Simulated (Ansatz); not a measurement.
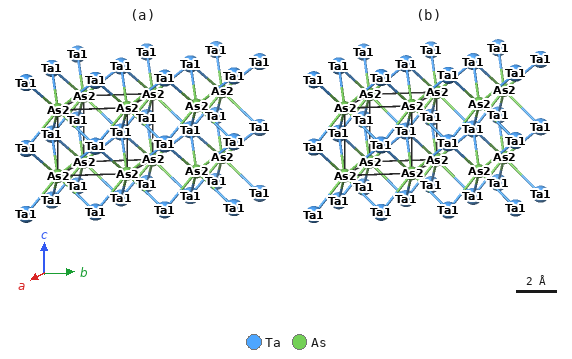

The structure of crystalline TaAs (a generated structure, set up in P-6m2) (coarse preliminary run) before (left) and after (right) a relaxation, at one scale.

The picture is a ball-and-stick view of the cell of the calculation, repeated 1 × 2 × 1 with one cell outlined, seen slightly off an axis.

These are results of Ansatz 0.2.0, DFT PBE, scalar-relativistic, plane waves, PAW, not measurements.

The input:
```yaml
crystal:
  lattice:
    - [3.5245, 0.0, 0.0]
    - [-1.76225, 3.05230654, 0.0]
    - [0.0, 0.0, 3.395173]
  atoms:
    - { symbol: Ta, position: [0.33333333, 0.66666667, 0.5] }
    - { symbol: As, position: [0.0, 0.0, 0.0] }
basis:
  ecutwfc: 420
kpoints:
  mp_grid: { grid: [6, 6, 6] }
hamiltonian:
  xc: pbe
scf:
  occupations: { method: gaussian, width: 0.1 }
  lower_state_search: "off"
output:
  forces: true
  stress: true
  eigenvalues: true
relax:
  adjacent_minimum: "off"
  f_tol: 0.04
  max_steps: 70
  cell: { stress_tol: 0.4 }
```

Run as
```bash
ansatz run input.yaml --threads 1 --pin off --max-ram 2048MiB --backend cpu --events-out ev --progress --plain --runs-dir out
```

> Summarise the run.

The energy falls by 44.3 meV per cell of the calculation in 3 accepted moves (4 points after the start). All forces vanish by symmetry, so only the cell relaxes. The pressure goes from −4.36 to 0.02 GPa. The SCF was repeated once at an unchanged geometry on a basis and grid sized afresh for the cell, which shifted the energy by 0.2 meV per cell of the calculation at most. The atoms keep their places relative to the cell (all moves are under 0.005 Å). The volume changes by −3.6 %, with a = b 3.525 → 3.421 Å (−2.9 %), c 3.395 → 3.474 Å (+2.3 %). Near-neighbour distances that change, for instance: Ta1–Ta1 3.395 → 3.474 Å, Ta1–As2 2.650 → 2.630 Å. Bond angles that change, for instance: Ta1–As2–Ta1 79.7° → 82.7°, As2–Ta1–As2 79.7° → 82.7°, Ta1–As2–Ta1 83.4° → 81.1°. The space group stays P-6m2 (No. 187). Cost: 9.2 s on 1 thread of Arm Neoverse V2 (shared host), peak memory 0.31 GiB.
